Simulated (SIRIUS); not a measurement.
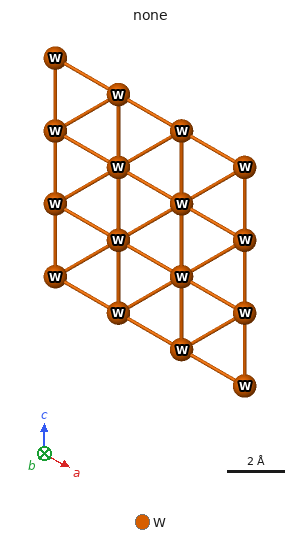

Solid W (set up in Im-3m), relaxed (cell and atoms) with several dispersion corrections. The picture shows the result with none. A ball-and-stick model of the cell of the calculation, repeated 3 × 1 × 3 with one cell outlined, seen along the b axis.

Computed with SIRIUS 7.10.0: PBE, dojo-sr-pbe-0.4.1-standard. (plane-wave cutoff 1030 eV; k-point mesh 8 × 8 × 8; occupations fermi-dirac; smearing width 0.05 eV; optimiser BFGS; no spin polarisation)

| dispersion correction | volume (Å³/atom) | a (Å) |
| --- | --- | --- |
| none | 16.155 | 2.758 |
| D4 | 15.811 | 2.739 |
| D3 | ? | ? |
| D3(BJ) | 15.791 | 2.737 |

Q: One row is withheld. What does the calculation give there?

A: With D3 the volume is the smallest of the series, below D3(BJ) (15.791). The calculation gives 15.772 Å³/atom (a = 2.736 Å). In order of volume: D3 < D3(BJ) < D4 < none; the spread is 2.4 %.

Each member starts from this one structure; whether another phase lies lower wasn't checked.
